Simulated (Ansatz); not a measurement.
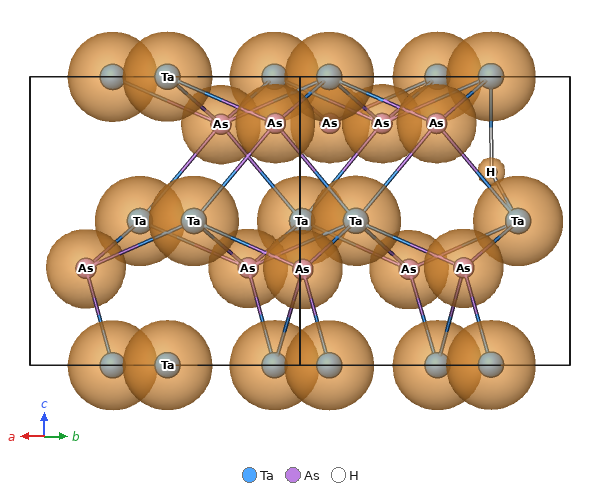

Figure. Ta10As10H (cell with a defect). Isosurface of the valence electron density at 1 e/Å³ (orange), seen along [110]. Sticks mark near contacts.

Computed without spin polarisation.

Computed with DFT PBEsol, scalar-relativistic, plane waves, PAW in Ansatz.

In a PAW calculation such maps are meaningful between the atoms, not at the nuclei.

```
Ta As H
1.0
     3.42870    6.85740    0.00000
     6.85740   -3.42870    0.00000
    -5.14305   -1.71435   -5.79113
Ta As H
10 10 1
Cartesian
  6.8544 -1.7578 -0.0099
  -1.7246 -0.0354 -5.7893
  1.7108 -0.0496 -5.7857
  -1.7169 3.3915 -5.7857
  1.7190 3.3774 -5.7897
  -0.0040 -0.0450 -2.8920
  3.4256 -0.0431 -2.8968
  -0.0017 3.3874 -2.8920
  3.4211 3.3863 -2.8930
  3.4307 -3.4735 -2.8928
  -3.4082 -1.7707 -4.8524
  -0.0259 -1.7450 -4.8520
  3.4448 -1.7437 -4.8518
  -0.0028 1.6711 -4.8361
  3.4062 1.6568 -4.8523
  5.1395 1.6519 -1.9217
  1.7115 5.0998 -1.9417
  1.7119 -1.7391 -1.9222
  5.1362 -1.7546 -1.9525
  1.7152 1.6684 -1.9520
  1.7116 -3.4797 -3.8769
```

How is the density connected at this value?

Answer. At this value the density breaks into separate islands; it holds about 65 % of the electrons treated as valence (semicore included). It bridges none of the near contacts. It is pinched off along the sampled Ta–H (1.92 Å), Ta–As (2.58 Å), Ta–H (1.98 Å) and Ta–As (2.63 Å) contacts. On the grid the lowest density along these lines, outside the cores, is 0.46 e/Å³ (Ta–H, 1.92 Å), 0.44 e/Å³ (Ta–As, 2.58 Å), 0.4 e/Å³ (Ta–H, 1.98 Å) and 0.42 e/Å³ (Ta–As, 2.63 Å).
